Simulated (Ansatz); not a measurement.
**Geometry relaxation of Zr7O16 (charge −3) (part 3 of 3)**

The same run, continued: Zr7O16 (defect cell, 23 atoms in the cell, total charge −3); DFT, PBE, plane-wave PAW, default files, scalar-relativistic (Ansatz 0.2.0); cutoff 420 eV, 3×3×3 k-mesh, Fermi–Dirac smearing of 0.01 eV, collinear spins. The structure derives from an entry of the Crystallography Open Database. The run did not end well. It belongs to a series of runs on one base structure; here: Zr vacancy, charge -3, ions relaxed.

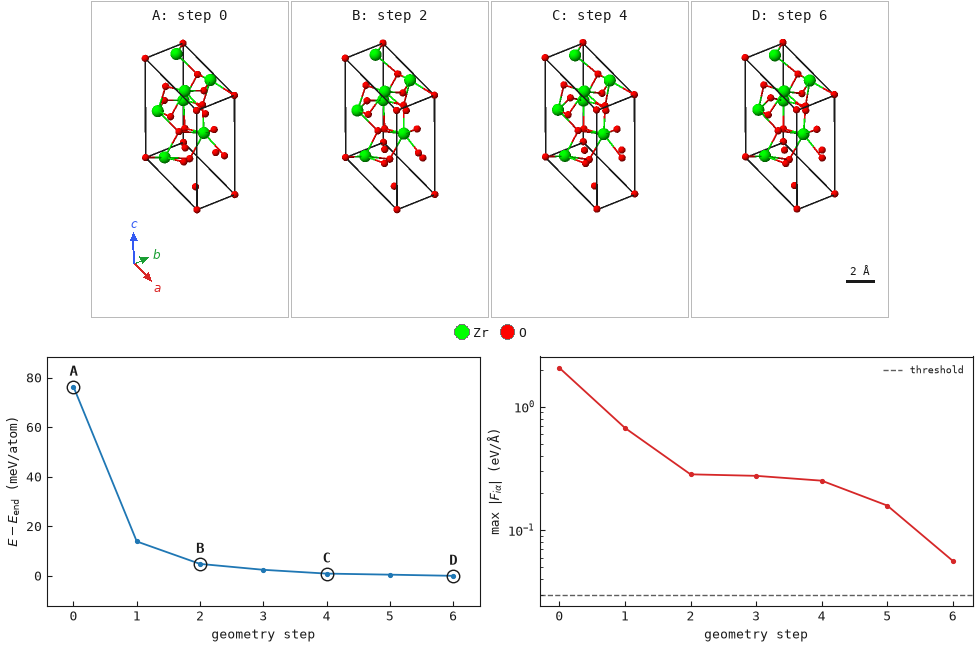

*Frames of the relaxation (ball-and-stick view of the reduced cell (origin shifted), seen slightly off an axis) above the curves, on which the letters mark them (the first geometry is step 0 here and step 1 in the log).*

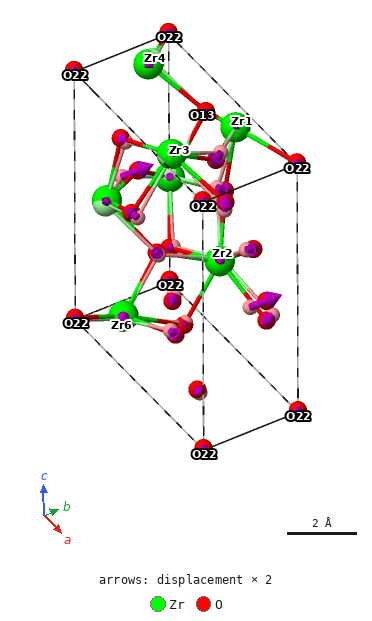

*Start (faint) and end (solid) with the displacements as pink arrows, magnified 2 times (ball-and-stick view of the reduced cell (origin shifted), seen slightly off an axis).*

The run was cut off at its time limit before the relaxation converged, so the last structure is only a point on the way. After 6 geometry steps the energy has fallen by 76.3 meV per atom. The largest force component goes from 2.1 to 0.056 eV/Å. O23 moves most: 0.55 Å. By element the largest moves are O 0.55 Å, Zr 0.16 Å. The cell stays as it was. Among the contacts that change: Zr5–O15 2.173 → 2.491 Å, Zr7–O9 2.236 → 2.100 Å, Zr2–O20 2.158 → 2.292 Å, Zr2–O12 2.236 → 2.122 Å. Among the angles that change: Zr2–O10–Zr4 132.8° → 141.8°, Zr5–O9–Zr7 100.3° → 109.2°, Zr3–O14–Zr6 108.1° → 116.6°. (Atoms are counted from 1 in the order of the input.)

Trajectory as extended XYZ (Å, eV, eV/Å), 7 frames, from step=1 to step=7
```
23
Lattice="-0.8478 5.2023 5.2552 4.3009 0.0000 5.2552 5.1487 5.2023 0.0000" Properties=species:S:1:pos:R:3:forces:R:3 step=1 energy=-38363.73736
Zr    5.5458    5.4088    6.3535    0.1781   0.0797  -0.0301
Zr    3.4799    2.8077    1.5293   -0.3292  -0.2019  -1.4066
Zr    7.7809    8.0100    6.7844   -0.2241   0.5309   0.1198
Zr    3.0560    4.9958    4.1568   -2.0642   0.0264   1.2441
Zr    8.2047    4.9958    4.1568    0.5656   0.0164  -0.0246
Zr    0.8210    2.3946    3.7259    0.4767  -0.4704  -1.0293
Zr    5.1219    7.5969    8.9811    0.7924  -0.4520   1.0572
O     1.9055    3.9324    2.5183   -0.1769   0.6597  -0.2837
O     6.2065    9.1347    7.7734    0.6627  -1.2738   1.2776
O     1.9715    6.5336    5.3645    1.4479   1.1407  -1.0740
O     7.1202    6.5336    5.3645   -0.5344  -0.3102   0.3077
O     2.3954    1.2699    2.7369    0.7386   0.8412   1.4104
O     6.6964    6.4722    7.9920   -0.0548  -0.5962  -0.3025
O     1.4816    3.8710    5.1459    1.2935  -1.2057  -1.3371
O     6.6303    3.8710    5.1459   -0.8714   0.2668   0.3064
O     0.0637    1.7246    1.8199   -1.0652   1.4780   0.6826
O     4.3647    6.9269    7.0750    0.3593  -0.5730  -0.2342
O     4.6611    4.3257    0.8077   -1.6681  -1.0551  -0.1595
O     3.8133    4.3257    6.0629    0.8911   0.5022  -0.0131
O     4.2372    3.4777    3.4353   -0.0268   0.1298   0.4127
O     8.5381    8.6800    8.6905    0.2610   0.0444   0.0633
O     4.7886    6.0789    4.4474   -0.0489  -0.2083   0.4867
O     3.9408    6.0789    9.7026   -0.6027   0.6302  -1.4734
23
Lattice="-0.8478 5.2023 5.2552 4.3009 0.0000 5.2552 5.1487 5.2023 0.0000" Properties=species:S:1:pos:R:3:forces:R:3 step=2 energy=-38365.17352
Zr    5.5503    5.4219    6.3589    0.3788   0.0702   0.0083
Zr    3.4554    2.7921    1.5080   -0.1778   0.0317  -0.0742
Zr    7.7578    8.0472    6.7891   -0.3112   0.1398  -0.0491
Zr    3.0066    4.9869    4.1878   -0.4717  -0.2693   0.0238
Zr    8.2033    4.9789    4.1700    0.0721  -0.1728   0.0946
Zr    0.8311    2.3531    3.6875    0.0809  -0.6399  -0.4477
Zr    5.1408    7.5877    9.0039    0.2954   0.2872   0.2724
O     1.8929    3.9583    2.5031   -0.0654   0.0122  -0.1019
O     6.2509    9.0497    7.8886    0.2637  -0.1218   0.0881
O     2.1049    6.6302    5.2602    0.1440   0.1495  -0.1313
O     7.0978    6.5232    5.3854   -0.1405  -0.3943   0.2415
O     2.4904    1.3339    2.8477   -0.0397   0.1648   0.1027
O     6.6969    6.4402    7.9768   -0.0160  -0.2857  -0.2005
O     1.5646    3.7500    5.0566    0.4793   0.2163   0.0770
O     6.5673    3.8923    5.1636   -0.6734  -0.1055   0.1105
O     0.0022    1.8213    1.8408    0.0789   0.1335   0.0423
O     4.3665    6.9152    7.0766    0.0133   0.1093  -0.1036
O     4.5526    4.2782    0.7915   -0.2307  -0.1272  -0.1500
O     3.8472    4.3428    6.0702   -0.3832   0.0091   0.1462
O     4.2273    3.4760    3.4577    0.1376   0.2645   0.0840
O     8.5658    8.6845    8.6947    0.2698   0.3718   0.3062
O     4.7666    6.0647    4.4693    0.2566   0.2370  -0.1548
O     3.8861    6.1179    9.5822    0.0385  -0.0812  -0.1848
23
Lattice="-0.8478 5.2023 5.2552 4.3009 0.0000 5.2552 5.1487 5.2023 0.0000" Properties=species:S:1:pos:R:3:forces:R:3 step=3 energy=-38365.38195
Zr    5.5373    5.4288    6.3787   -0.2573  -0.1721   0.0810
Zr    3.4151    2.7953    1.5100   -0.2416  -0.2604   0.0073
Zr    7.7494    8.0490    6.7878    0.0268  -0.0199   0.1754
Zr    2.9494    4.9512    4.1819    0.0630   0.2597   0.1861
Zr    8.2478    4.9757    4.1930    0.0794  -0.1870  -0.0252
Zr    0.8320    2.2469    3.6427   -0.0144   0.2834   0.0318
Zr    5.1543    7.6355    9.0160    0.0003  -0.1800  -0.0715
O     1.8739    3.9436    2.5085   -0.0303   0.0347  -0.0327
O     6.3273    9.0329    7.9606    0.0725   0.0562  -0.0861
O     2.1455    6.6755    5.2211   -0.0249   0.0045   0.0259
O     7.0954    6.4325    5.4173    0.1716   0.2014  -0.0491
O     2.5075    1.3294    2.8644    0.1492   0.0902  -0.1219
O     6.6934    6.4012    7.9563   -0.0284   0.1375   0.0160
O     1.6185    3.6613    5.0552   -0.0875  -0.0641   0.0478
O     6.4182    3.8608    5.2112    0.0764   0.1032   0.0388
O     0.0206    1.8455    1.7831   -0.1087   0.1390  -0.0866
O     4.4036    7.0344    7.0295    0.0517  -0.0711  -0.0401
O     4.4865    4.2743    0.7810    0.1242   0.0844  -0.0359
O     3.7184    4.4698    6.1554    0.0724  -0.1432  -0.0127
O     4.2425    3.5310    3.4640   -0.0332  -0.0550   0.0696
O     8.6800    8.7442    8.7304   -0.1187  -0.2748  -0.1072
O     4.7712    6.0344    4.4290   -0.0586  -0.0091   0.0840
O     3.9375    6.0930    9.4932    0.1163   0.0426  -0.0946
23
Lattice="-0.8478 5.2023 5.2552 4.3009 0.0000 5.2552 5.1487 5.2023 0.0000" Properties=species:S:1:pos:R:3:forces:R:3 step=4 energy=-38365.43659
Zr    5.5145    5.4302    6.3881    0.1311  -0.0856  -0.1268
Zr    3.3916    2.7922    1.5098   -0.2351  -0.0355   0.1621
Zr    7.7426    8.0334    6.8049    0.1246  -0.2253  -0.0910
Zr    2.9287    4.9832    4.2270    0.0079  -0.0904  -0.1172
Zr    8.2808    4.9534    4.1741    0.0132   0.2755   0.0161
Zr    0.8502    2.2712    3.6577    0.0561  -0.1667   0.0130
Zr    5.1517    7.6406    8.9956   -0.2418   0.1382   0.1857
O     1.8555    3.9629    2.5325    0.0934   0.0093  -0.0588
O     6.3248    9.0465    7.9503   -0.1846   0.1173   0.0803
O     2.1212    6.6878    5.2234    0.0248  -0.0110   0.0969
O     7.1196    6.4462    5.4115    0.0167  -0.1208  -0.0127
O     2.5331    1.3321    2.8502   -0.0364   0.0727   0.1020
O     6.6874    6.4228    7.9601    0.0758  -0.0887  -0.0889
O     1.5871    3.6753    5.0849    0.0565   0.0174  -0.0642
O     6.4329    3.8723    5.2156   -0.0366   0.0673   0.0712
O     0.0728    1.9042    1.7530   -0.1152   0.0252  -0.0714
O     4.4111    7.0686    6.9947   -0.0573   0.0940   0.0216
O     4.5072    4.2651    0.7748    0.0330   0.1445   0.0193
O     3.6936    4.4865    6.1999    0.1577   0.0752  -0.0959
O     4.2094    3.5060    3.5162    0.0456  -0.0225  -0.0631
O     8.6136    8.6345    8.7441    0.0403  -0.0741   0.0893
O     4.7596    6.0487    4.4429    0.0935  -0.1354   0.0337
O     4.0365    5.9827    9.3589   -0.0630   0.0198  -0.1011
23
Lattice="-0.8478 5.2023 5.2552 4.3009 0.0000 5.2552 5.1487 5.2023 0.0000" Properties=species:S:1:pos:R:3:forces:R:3 step=5 energy=-38365.47188
Zr    5.5078    5.4268    6.3953   -0.1162  -0.0716   0.0940
Zr    3.3763    2.8060    1.5127   -0.1489  -0.2382   0.0543
Zr    7.7388    8.0128    6.8110    0.1111   0.0228   0.1453
Zr    2.9170    4.9816    4.2199   -0.0482   0.0880   0.1032
Zr    8.3210    4.9930    4.1709    0.1626   0.0410  -0.2518
Zr    0.8405    2.2431    3.6656   -0.0112   0.0829  -0.0195
Zr    5.1407    7.6760    9.0041    0.0783  -0.1726  -0.0985
O     1.8485    3.9704    2.5507    0.0337  -0.0213  -0.0394
O     6.3221    9.0756    7.9840   -0.0414  -0.0004  -0.0479
O     2.1307    6.6851    5.2266   -0.0325   0.0113   0.0236
O     7.1145    6.4248    5.4012    0.1187  -0.0230   0.0056
O     2.5384    1.3548    2.8573    0.0107   0.0406   0.0076
O     6.6967    6.4285    7.9479   -0.0100   0.0099   0.0023
O     1.6070    3.6526    5.0869   -0.0722  -0.0724  -0.0245
O     6.4020    3.8444    5.2620    0.0273   0.1110  -0.0186
O     0.0754    1.9235    1.7386   -0.1098  -0.0179  -0.0848
O     4.4288    7.1289    6.9419    0.0072   0.1335   0.0053
O     4.4625    4.3513    0.8078    0.0960   0.0013   0.0293
O     3.6893    4.4910    6.2182    0.0169   0.0450  -0.0247
O     4.2006    3.4952    3.5025    0.0577  -0.0644   0.1133
O     8.5815    8.5689    8.8106   -0.0234   0.0610   0.0011
O     4.7830    5.9799    4.4255    0.0448   0.0184  -0.0283
O     4.1025    5.9321    9.2292   -0.1514   0.0145   0.0530
23
Lattice="-0.8478 5.2023 5.2552 4.3009 0.0000 5.2552 5.1487 5.2023 0.0000" Properties=species:S:1:pos:R:3:forces:R:3 step=6 energy=-38365.48172
Zr    5.5134    5.4282    6.3961    0.0316   0.0180  -0.0446
Zr    3.3616    2.7846    1.5143    0.0688  -0.0679   0.1057
Zr    7.7517    8.0147    6.8186   -0.0496  -0.0071  -0.1457
Zr    2.9258    4.9808    4.2334    0.0458  -0.1142  -0.0614
Zr    8.3057    4.9875    4.1553   -0.0173   0.1075  -0.0284
Zr    0.8367    2.2548    3.6572    0.0310  -0.0591   0.0219
Zr    5.1491    7.6587    9.0002   -0.1583   0.0940   0.0283
O     1.8622    3.9676    2.5405   -0.0234   0.0182   0.0050
O     6.3146    9.0719    7.9629    0.0005   0.0216   0.0729
O     2.1100    6.6781    5.2331    0.0527   0.0011   0.0393
O     7.1369    6.4191    5.4115   -0.0173  -0.0301   0.0047
O     2.5223    1.3524    2.8520    0.0032   0.0212  -0.0403
O     6.6976    6.4246    7.9577    0.0029  -0.0291  -0.0016
O     1.6082    3.6423    5.0812   -0.0077   0.0605  -0.0304
O     6.4210    3.8638    5.2426    0.0358  -0.0233   0.0748
O     0.0664    1.9210    1.7254    0.0938  -0.0006   0.0960
O     4.4343    7.1362    6.9545   -0.0842   0.0469  -0.0726
O     4.4801    4.3149    0.7970   -0.0063  -0.0076   0.0416
O     3.6883    4.5125    6.2207    0.0076  -0.0040   0.0071
O     4.2056    3.4815    3.5411   -0.0767   0.0702  -0.1033
O     8.5880    8.5919    8.7874    0.0248  -0.0285   0.0657
O     4.7887    5.9984    4.4299   -0.0349  -0.0187  -0.0067
O     4.0573    5.9606    9.2576    0.0767  -0.0696  -0.0285
23
Lattice="-0.8478 5.2023 5.2552 4.3009 0.0000 5.2552 5.1487 5.2023 0.0000" Properties=species:S:1:pos:R:3:forces:R:3 step=7 energy=-38365.49259
Zr    5.5050    5.4302    6.3998    0.0019  -0.0174   0.0125
Zr    3.3569    2.7848    1.5189    0.0043  -0.0506  -0.0152
Zr    7.7489    8.0100    6.8203    0.0179  -0.0223  -0.0204
Zr    2.9145    4.9814    4.2352    0.0097   0.0139  -0.0487
Zr    8.3296    4.9986    4.1490    0.0390   0.0174  -0.0564
Zr    0.8379    2.2456    3.6644   -0.0559  -0.0107  -0.0103
Zr    5.1417    7.6723    8.9996   -0.0230   0.0088   0.0067
O     1.8532    3.9709    2.5483    0.0069  -0.0003   0.0177
O     6.3171    9.0807    7.9774    0.0233  -0.0022   0.0087
O     2.1136    6.6809    5.2331    0.0030  -0.0059   0.0140
O     7.1395    6.4122    5.4084    0.0253  -0.0070  -0.0055
O     2.5278    1.3573    2.8519    0.0203  -0.0202  -0.0149
O     6.6970    6.4285    7.9541   -0.0122  -0.0023  -0.0091
O     1.6036    3.6390    5.0868    0.0067   0.0049  -0.0009
O     6.4143    3.8567    5.2603   -0.0114  -0.0093   0.0264
O     0.0744    1.9291    1.7258   -0.0085   0.0119   0.0438
O     4.4415    7.1664    6.9280   -0.0359   0.0477  -0.0239
O     4.4701    4.3344    0.8037    0.0414   0.0280   0.0237
O     3.6791    4.5184    6.2320   -0.0219  -0.0198   0.0012
O     4.1947    3.4794    3.5360    0.0030  -0.0141  -0.0123
O     8.5769    8.5625    8.8111   -0.0075   0.0480   0.0227
O     4.7898    5.9786    4.4239    0.0084   0.0002   0.0114
O     4.0983    5.9286    9.2024   -0.0348   0.0011   0.0287
```

This output came from the following input.

Input file
```yaml
crystal:
  lattice:
    - [-0.8477618041, 5.2023, 5.2551587544]
    - [4.3009381959, 0.0, 5.2551587544]
    - [5.1487, 5.2023, 0.0]
  atoms:
    - { symbol: Zr, position: [0.48625, 0.72275, 0.55345] }
    - { symbol: Zr, position: [0.05345, 0.23755, 0.48625] }
    - { symbol: Zr, position: [0.55345, 0.73755, 0.98625] }
    - { symbol: Zr, position: [0.51375, 0.27725, 0.44655] }
    - { symbol: Zr, position: [0.01375, 0.77725, 0.94655] }
    - { symbol: Zr, position: [0.44655, 0.26245, 0.01375] }
    - { symbol: Zr, position: [0.94655, 0.76245, 0.51375] }
    - { symbol: O, position: [0.39305, 0.08615, 0.36285] }
    - { symbol: O, position: [0.89305, 0.58615, 0.86285], spin: 0.5 }
    - { symbol: O, position: [0.86285, 0.15795, 0.39305], spin: 0.5 }
    - { symbol: O, position: [0.36285, 0.65795, 0.89305] }
    - { symbol: O, position: [0.10695, 0.41385, 0.13715] }
    - { symbol: O, position: [0.60695, 0.91385, 0.63715] }
    - { symbol: O, position: [0.63715, 0.34205, 0.10695], spin: 0.5 }
    - { symbol: O, position: [0.13715, 0.84205, 0.60695] }
    - { symbol: O, position: [0.3042, 0.0421, 0.0273], spin: 0.5 }
    - { symbol: O, position: [0.8042, 0.5421, 0.5273] }
    - { symbol: O, position: [0.0273, 0.1264, 0.8042], spin: 0.5 }
    - { symbol: O, position: [0.5273, 0.6264, 0.3042] }
    - { symbol: O, position: [0.1958, 0.4579, 0.4727] }
    - { symbol: O, position: [0.6958, 0.9579, 0.9727] }
    - { symbol: O, position: [0.4727, 0.3736, 0.6958] }
    - { symbol: O, position: [0.9727, 0.8736, 0.1958], spin: 0.5 }
magnetization:
  spin_polarized: true
total_charge: -3
kpoints:
  mp_grid: { grid: [3, 3, 3] }
scf:
  occupations: { method: fermi_dirac, width: 0.01 }
hamiltonian:
  xc: pbe
  pseudopotentials: { kind: paw }
output:
  forces: true
  stress: true
  populations: true
  efg:
    quadrupole_moments_barn: { Zr: -0.176, O: -0.02558 }
    contact_densities: true
  write_density: true
  write_potential: true
  elf: true
  volumetric_format: npy
relax:
  f_tol: 0.03
  max_steps: 40
```

Launch command:
```bash
ansatz run input.yaml --threads 1 --pin off --max-ram 3072MiB --backend cpu --events-out ev --progress --plain --runs-dir out
```

Outcome

| quantity | value |
| --- | --- |
| outcome | stopped at the time limit |
| hardware | 1 thread of AMD EPYC (Zen 3), 192 GiB of memory available, shared host |
| wall time | 28 min |
| peak memory | 1.4 GiB |

The run was cut off by its time limit, so the output is incomplete. The program warns: the field gradients leave out spin–orbit coupling; the SCF threshold is looser than advised for the printed stress.
